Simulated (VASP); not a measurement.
# Al$_{14}$Cu (slab): what the fields show

The calculation's input:

```
SYSTEM = Al14Cu
PREC     = Accurate       ! precision mode
ENCUT    = 520            ! plane-wave cutoff, eV
EDIFF    = 1E-7           ! SCF threshold, eV
ISMEAR   = 1              ! smearing method
SIGMA    = 0.1            ! smearing width, eV
LREAL    = Auto         
LASPH    = .TRUE.         ! aspherical terms in the spheres
NELM     = 100            ! most SCF steps
ALGO     = Normal         ! electronic algorithm
ISIF     = 2              ! what is computed and relaxed
LWAVE    = .FALSE.        ! write WAVECAR
LCHARG   = .TRUE.         ! write CHGCAR
LDIPOL   = .TRUE.       
IDIPOL   = 3            
DIPOL    = 0.5 0.5 0.500
METAGGA  = R2SCAN         ! meta-GGA
LMIXTAU  = .TRUE.       
LELF     = .TRUE.         ! ELF
LVHAR    = .TRUE.       
LVACPOTAV= .TRUE.       
NBANDS   = 40             ! bands
ISTART   = 1
```

Command:

```sh
cat potpaw_PBE.64/Al/POTCAR potpaw_PBE.64/Cu/POTCAR > POTCAR
cp INCAR.step1 INCAR
mpirun -np 1 vasp_std > vasp.out
cp INCAR.step2 INCAR
mpirun -np 1 vasp_std > vasp.out
```

Level of theory: Kohn-Sham DFT of a periodic cell, r2SCAN, VASP PAW PBE potentials, recommended in VASP 6.6.1.

Core electrons are frozen (PAW), and the valence fields are smoothed inside the atomic spheres.

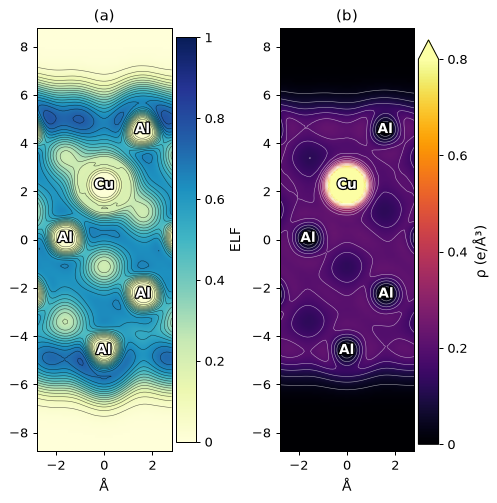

Figure 1. (a) electron localisation function; (b) valence electron density on the (100) plane of the calculation cell, a cut from vacuum to vacuum.

Describe what can be read from this map.

Answer.
- The section cuts through Al and Cu sites.
- Al–Cu (2.72 Å): ρ at the midpoint is about 0.23 e/Å³; the ELF is about 0.45 at the midpoint.
- Al–Cu (2.81 Å): ρ is about 0.2 e/Å³ halfway; the ELF is about 0.40 at the midpoint.
- The density dies away to nearly zero in the vacuum.

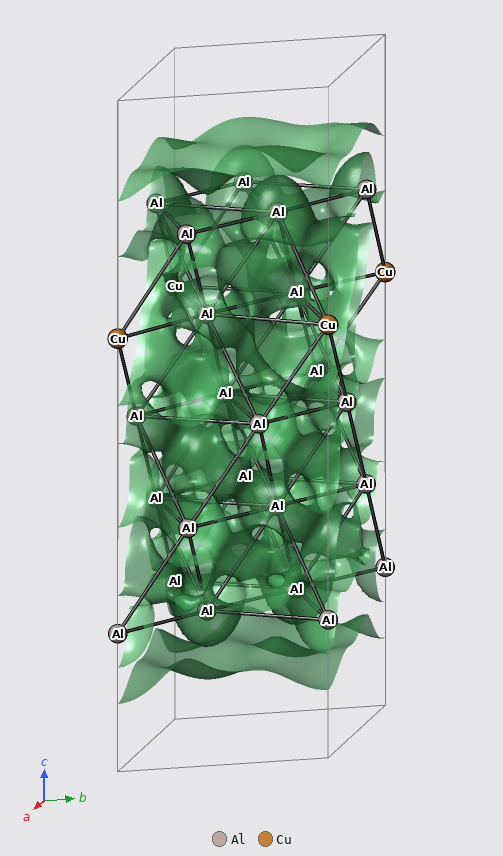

Figure 2. Isosurface of the electron localisation function at 0.55 (green), seen slightly off an axis. Only the valence region is drawn (cores and ρ < 0.01 e/Å³ removed). Sticks mark near contacts.

What do the ELF domains correspond to?

Answer. At this value the surface marks out sheets that run through the cell in two directions, counted in one cell of 15 atoms. Counts are for one cell; the picture repeats the cell along the surface. Profiles from the grid: Al–Al (2.77 Å): the ELF peaks at about 0.70 between the atoms.
